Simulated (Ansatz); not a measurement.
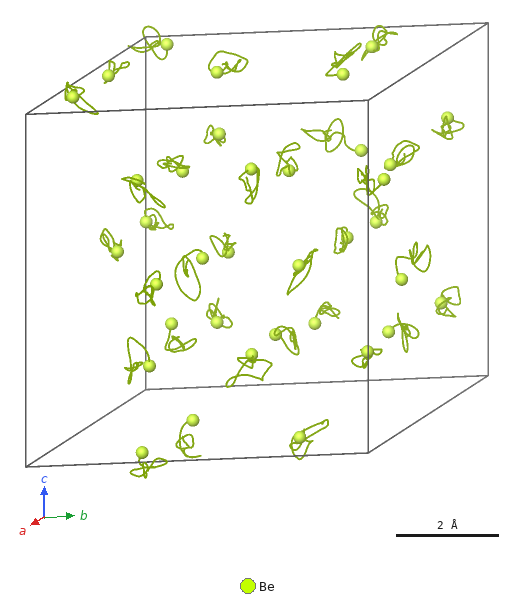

A Born-Oppenheimer molecular dynamics run of a 36-atom cell of Be, 224 fs long. It starts from the last geometry of an earlier run, with fresh velocities. Lines trace each atom's path, in the colour of its element; spheres stand at the starting positions. Seen slightly off an axis in the simulation cell.

All numbers below come from DFT PBE-D3(BJ), scalar-relativistic, plane waves, PAW (Ansatz 0.2.0). Settings: plane-wave cutoff 420 eV; k-point mesh 2 × 2 × 2; Fermi-Dirac smearing 0.24 eV; low-accuracy preset; Langevin thermostat (NVT); set temperature 2240 K, then to 300 K over 112 steps, then to 300 K over 37 steps; time step 1.5 fs; friction 0.02 per fs.

The input:
```yaml
accuracy: low
crystal:
  lattice:
    - [6.87, 0.0, 0.0]
    - [-3.435, 5.949595, 0.0]
    - [0.0, 0.0, 7.17686]
  atoms:
    - { symbol: Be, position: [0.01120155, 0.06603076, -0.02122763] }
    - { symbol: Be, position: [0.18175416, 0.27183584, 0.21961769] }
    - { symbol: Be, position: [0.03073779, 0.01203882, 0.48187705] }
    - { symbol: Be, position: [0.15132286, 0.26797256, 0.74749059] }
    - { symbol: Be, position: [-0.03243408, 0.32846396, 0.02089452] }
    - { symbol: Be, position: [0.18360567, 0.5580839, 0.20581962] }
    - { symbol: Be, position: [-0.00227979, 0.38077863, 0.50250007] }
    - { symbol: Be, position: [0.12404114, 0.67274141, 0.6786741] }
    - { symbol: Be, position: [0.05813214, 0.68090549, -0.04215446] }
    - { symbol: Be, position: [0.13848823, 0.91114411, 0.23976358] }
    - { symbol: Be, position: [0.01159119, 0.67705947, 0.45060471] }
    - { symbol: Be, position: [0.12210623, 0.92426351, 0.76052474] }
    - { symbol: Be, position: [0.39131568, 0.02814651, -0.02524926] }
    - { symbol: Be, position: [0.44730519, 0.2321088, 0.27558567] }
    - { symbol: Be, position: [0.37894919, 0.05028528, 0.47238302] }
    - { symbol: Be, position: [0.43837425, 0.26122935, 0.70487033] }
    - { symbol: Be, position: [0.4010573, 0.34868679, -0.025829] }
    - { symbol: Be, position: [0.4575575, 0.5393515, 0.23525096] }
    - { symbol: Be, position: [0.3229637, 0.35427605, 0.44648061] }
    - { symbol: Be, position: [0.46122926, 0.57994339, 0.69902796] }
    - { symbol: Be, position: [0.49687665, 0.75020339, -0.0265553] }
    - { symbol: Be, position: [0.41738088, 0.8554315, 0.22137366] }
    - { symbol: Be, position: [0.34967923, 0.71083807, 0.47926575] }
    - { symbol: Be, position: [0.49609465, 0.88786316, 0.71142965] }
    - { symbol: Be, position: [0.7141831, 0.03749409, -0.01533249] }
    - { symbol: Be, position: [0.78822343, 0.28697439, 0.22856617] }
    - { symbol: Be, position: [0.66660794, -0.01905076, 0.41982663] }
    - { symbol: Be, position: [0.7741468, 0.24596595, 0.75328633] }
    - { symbol: Be, position: [0.67708223, 0.37493369, 0.04689929] }
    - { symbol: Be, position: [0.74604713, 0.57092006, 0.24079619] }
    - { symbol: Be, position: [0.71822933, 0.41740954, 0.51339646] }
    - { symbol: Be, position: [0.76547505, 0.57632598, 0.77065289] }
    - { symbol: Be, position: [0.7886812, 0.72612747, 0.00905987] }
    - { symbol: Be, position: [0.82914019, 0.93818449, 0.2523448] }
    - { symbol: Be, position: [0.70869591, 0.69551264, 0.47979351] }
    - { symbol: Be, position: [0.85513992, 0.99526741, 0.74417319] }
basis:
  ecutwfc: 420.0
kpoints:
  mp_grid: { grid: [2, 2, 2] }
hamiltonian:
  xc: pbe
  dispersion: d3bj
scf:
  occupations: { method: fermi_dirac, width: 0.24 }
  lower_state_search: "off"
md:
  timestep: 1.5
  n_steps: 149
  ensemble: nvt_langevin
  temperature: 2240.0
  initial_velocities: maxwell_boltzmann
  seed: 488274
  friction: 0.02
  temperature_schedule:
    - { n_steps: 112, end_temperature: 300.0 }
    - { n_steps: 37, end_temperature: 300.0 }
```

Command:
```bash
ansatz run input.yaml --threads 1 --pin off --max-ram 3072MiB --backend cpu --events-out ev --progress --plain --runs-dir out
```

Question: Describe the motion.

Answer: Root-mean-square distances from the starting positions over the second half, with the common drift of all atoms taken out: Be 0.43 Å. Against the typical shortest distance between atoms in the first frame, about 1.9 Å these are large excursions, but over 224 fs one can't yet tell strong vibration from the start of diffusion. Under the programmed temperature the kinetic temperature goes from 2446 K (first eighth) to 571 K (last eighth), with a peak of 2718 K. That is well off the final set point of 300 K. The potential energy in the second half lies on average 264 meV per atom below the first frame. The first frame is far from relaxed (forces up to 4.4 eV/Å), so much of the motion is the structure settling.

Limits of the set-up: the k-point mesh is coarse for a cell with partly filled bands; the program's low-accuracy preset was used.
